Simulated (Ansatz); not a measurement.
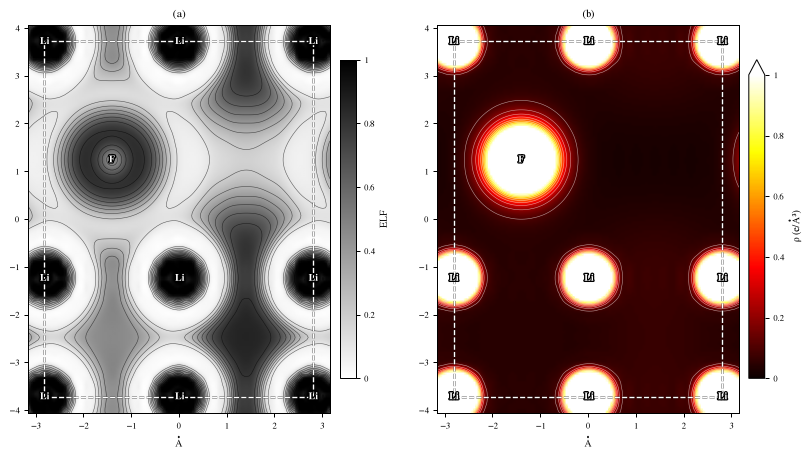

The picture shows: Li₄F. (a) ELF; (b) valence pseudo-density on the (110) plane of the conventional cell.

Space group P6/mmm; a structure generated by program, which may or may not match a known phase; computed without spin polarisation.

Computed with Ansatz, DFT PBE, scalar-relativistic, plane waves, PAW.

Core electrons are frozen (PAW), and the valence fields are smoothed inside the atomic spheres.

Question: What does the map show?

Answer:
- Atoms in the plane: Li and F.
- Li–Li (2.48 Å): ρ at the midpoint is about 0.05 e/Å³; the ELF is about 0.15 at the midpoint (no localised pair shows between them).
- Li–F (2.85 Å): ρ is about 0.06 e/Å³ halfway, with its minimum of 0.04 e/Å³ about 1.1 Å from Li; the ELF is about 0.15 at the midpoint (no localised pair shows between them).
- Between the atoms the lowest density in this plane is 0.02 e/Å³.
- The ELF has a maximum of about 0.85 in the space between the atoms, 1.9 Å from four Li atoms, on no atom or two-centre bond.
- The features right at Li lie inside the PAW spheres, where the map follows smoothed inner orbitals and isn't to be read closely.

Question: Metal or insulator at this level of theory?

Answer: It is metallic or semimetallic at this level of theory: no gap opens.
